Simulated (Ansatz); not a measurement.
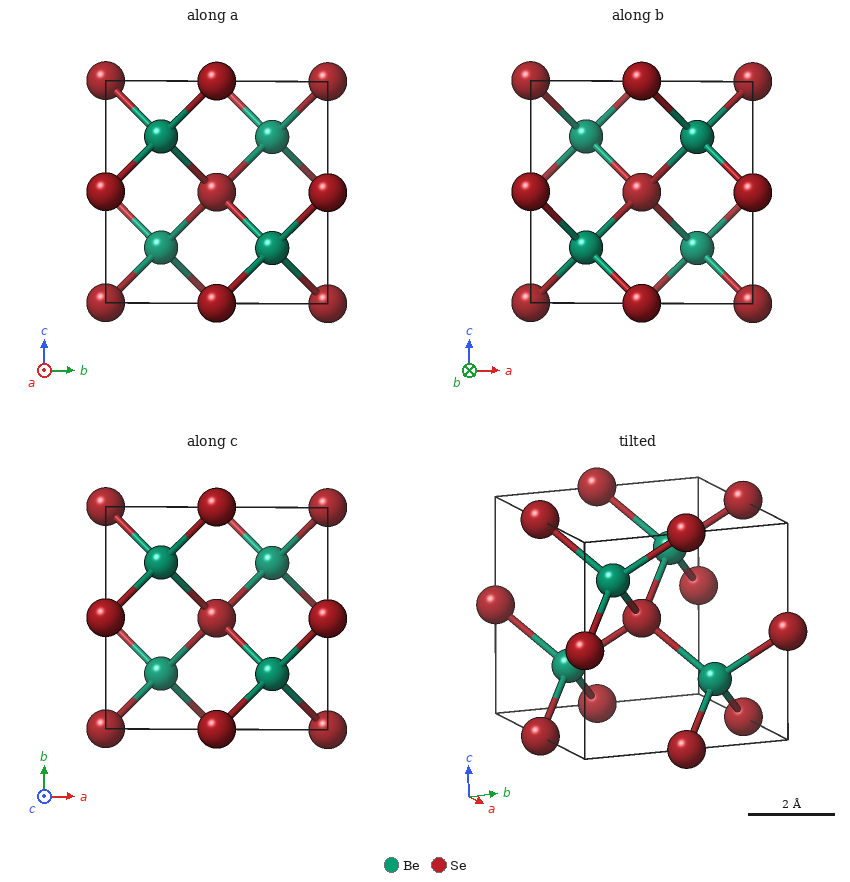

Crystal structure, ball-and-stick style, seen along the a axis, along the b axis, along the c axis and slightly off an axis. The drawn cell (a repeat of the simulation cell) is outlined; an atom on or near a face, edge or corner is repeated at each equivalent position.

Lattice parameters: a = 5.176 Å, b = 5.176 Å, c = 5.176 Å, α = 90.26°, β = 90.26°, γ = 90.26°. Put a along x and b in the xy plane.

### Reconstruct the structure as a POSCAR file.

```
Be Se
1.0
     5.176    0.000    0.000
    -0.024    5.176    0.000
    -0.024   -0.024    5.176
Be Se
4 4
Direct
  0.2500 0.2500 0.2500
  0.7500 0.7500 0.2500
  0.7500 0.2500 0.7500
  0.2500 0.7500 0.7500
  0.5004 0.0004 0.0004
  0.0004 0.5004 0.0004
  0.0004 0.0004 0.5004
  0.5004 0.5004 0.5004
```

Starting structure: a structure type filled with these elements by a generator (whether the compound takes this form wasn't checked). Earlier steps of the study may have refined or changed the cell and positions. A calculation with Ansatz used it as input.
